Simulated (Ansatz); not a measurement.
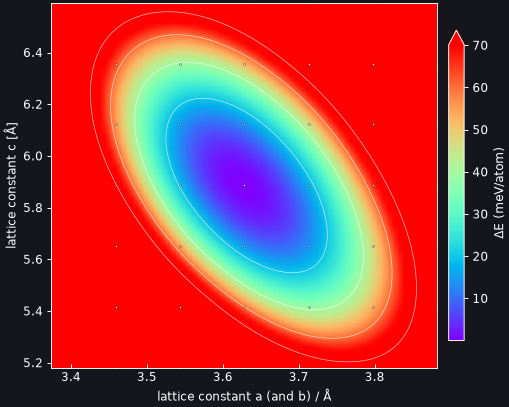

ZrS₂ (P-3m1, No. 164; 3 atoms in the cell). The energy is mapped over the lattice constants a and c of the conventional cell. The first coordinate is: lattice constant a (and b); the second: lattice constant c. Nothing is relaxed (fractional coordinates fixed). The grid has 7 × 7 points. All energies are given in meV/atom relative to the lowest grid point. The band gap closes in part of the range. Computed with Ansatz, DFT PBEsol, scalar-relativistic, plane waves, PAW. Settings: cutoff 420 eV, k-mesh 9×9×6 in the order of the run's cell vectors, gaussian smearing 0.05 eV, no spin polarisation.

Drawn: a smooth colour map with a few white contour lines, dots at the grid points, one colour for all values above the top of the scale. Between grid points the surface is interpolated.

> Estimate the position of the minimum and the force constants in these coordinates.

The interpolated minimum is at lattice constant a (and b) ≈ 3.628 Å, lattice constant c ≈ 5.886 Å. The curvatures there are about 15 eV/Å² and 1.5 eV/Å², with a cross term of about 2.7 eV/Å² (per cell of 3 atoms). Round the minimum the valley is strongly tilted: raising lattice constant a (and b) shifts the best value of lattice constant c downwards (coupling k₁₂/√(k₁₁k₂₂) about 0.6).

PAW datasets: the set soft_1.
